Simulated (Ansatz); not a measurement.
# B: what the fields show

```yaml
crystal:
  lattice:
    - [4.84089, 0.00000, 0.00000]
    - [-2.42044, 4.19233, 0.00000]
    - [0.00000, 0.00000, 12.39417]
  atoms:
    - { symbol: B, position: [0.78539, 0.21461, 0.22508] }
    - { symbol: B, position: [0.45205, 0.54795, 0.55842] }
    - { symbol: B, position: [0.11872, 0.88128, 0.89175] }
    - { symbol: B, position: [0.78539, 0.57078, 0.22508] }
    - { symbol: B, position: [0.45205, 0.90411, 0.55842] }
    - { symbol: B, position: [0.11872, 0.23744, 0.89175] }
    - { symbol: B, position: [0.42922, 0.21461, 0.22508] }
    - { symbol: B, position: [0.09589, 0.54795, 0.55842] }
    - { symbol: B, position: [0.76256, 0.88128, 0.89175] }
    - { symbol: B, position: [0.88128, 0.11872, 0.10825] }
    - { symbol: B, position: [0.54795, 0.45205, 0.44158] }
    - { symbol: B, position: [0.21461, 0.78539, 0.77492] }
    - { symbol: B, position: [0.23744, 0.11872, 0.10825] }
    - { symbol: B, position: [0.90411, 0.45205, 0.44158] }
    - { symbol: B, position: [0.57078, 0.78539, 0.77492] }
    - { symbol: B, position: [0.88128, 0.76256, 0.10825] }
    - { symbol: B, position: [0.54795, 0.09589, 0.44158] }
    - { symbol: B, position: [0.21461, 0.42922, 0.77492] }
    - { symbol: B, position: [0.19717, 0.80283, 0.02431] }
    - { symbol: B, position: [0.86383, 0.13617, 0.35765] }
    - { symbol: B, position: [0.53050, 0.46950, 0.69098] }
    - { symbol: B, position: [0.19717, 0.39434, 0.02431] }
    - { symbol: B, position: [0.86383, 0.72767, 0.35765] }
    - { symbol: B, position: [0.53050, 0.06100, 0.69098] }
    - { symbol: B, position: [0.60566, 0.80283, 0.02431] }
    - { symbol: B, position: [0.27233, 0.13617, 0.35765] }
    - { symbol: B, position: [0.93900, 0.46950, 0.69098] }
    - { symbol: B, position: [0.46950, 0.53050, 0.30902] }
    - { symbol: B, position: [0.13617, 0.86383, 0.64235] }
    - { symbol: B, position: [0.80283, 0.19717, 0.97569] }
    - { symbol: B, position: [0.06100, 0.53050, 0.30902] }
    - { symbol: B, position: [0.72767, 0.86383, 0.64235] }
    - { symbol: B, position: [0.39434, 0.19717, 0.97569] }
    - { symbol: B, position: [0.46950, 0.93900, 0.30902] }
    - { symbol: B, position: [0.13617, 0.27233, 0.64235] }
    - { symbol: B, position: [0.80283, 0.60566, 0.97569] }
```

Space group R-3m.

Method: Ansatz 0.2.0, DFT LDA, scalar-relativistic, plane waves, PAW.

The density is the valence pseudo-density of a PAW calculation; it isn't the true density close to the nuclei.

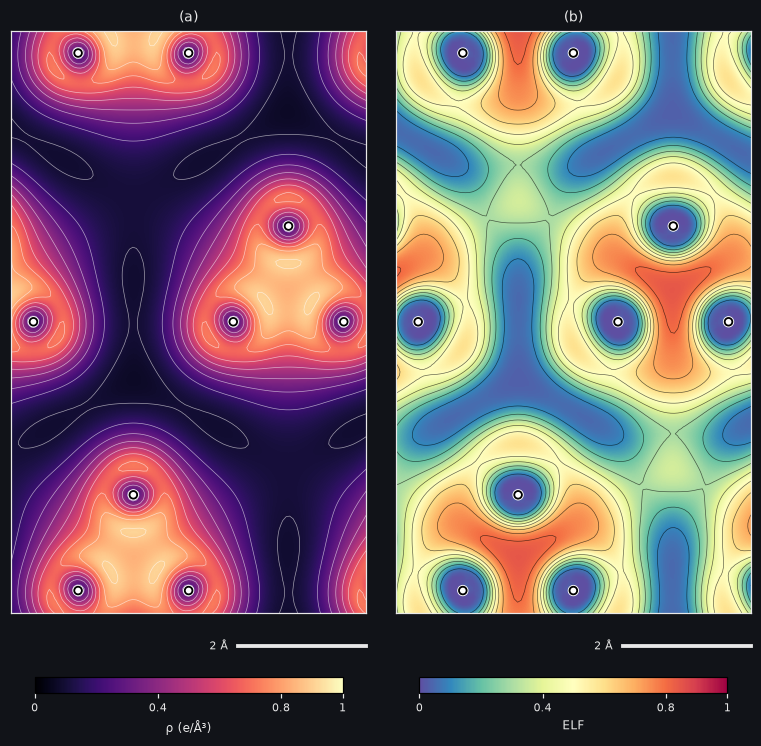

Figure 1. (a) valence charge density (pseudo); (b) ELF on the (001) plane of the conventional cell. Circles mark the nuclei in the plane (B).

Question: What does the map show?

Answer: The section cuts through B sites.
B–B (1.72 Å): the density is about 0.84 e/Å³ at the midpoint; the ELF peaks at about 0.80 between the atoms.
Between the atoms the lowest density in this plane is 0.07 e/Å³.

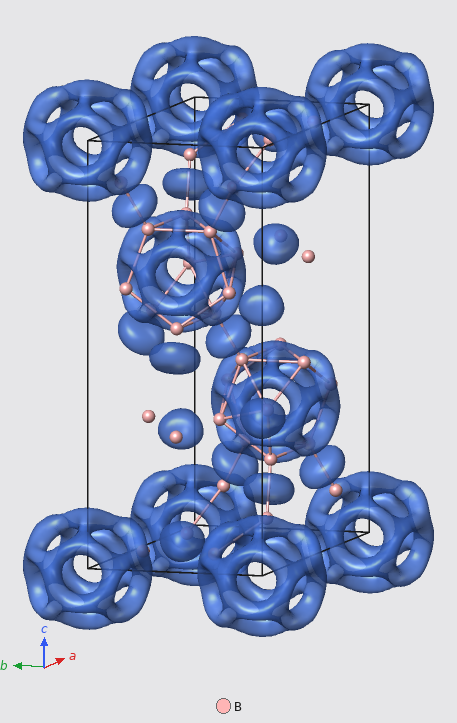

Figure 2. Isosurface of the electron localisation function at 0.75 (blue), seen at an oblique angle. Only the valence region is drawn (cores and ρ < 0.01 e/Å³ removed). Sticks mark near contacts.

Question: What do the ELF domains correspond to?

Answer: The ELF exceeds this value in nine regions between bonded B–B atoms (shared pairs) and nine pockets between the atoms, centred on no nucleus (multi-centre or interstitial), counted in one cell of 36 atoms. Any copies at cell faces, edges or corners count once. Profiles from the grid: B–B (1.66 Å): the ELF peaks at about 1 between the atoms.

Question: Metal or insulator at this level of theory?

Answer: It is gapped, with a Kohn–Sham gap of 1.4 eV on the k-point mesh (the band edges may lie off the mesh, which would make the gap smaller).
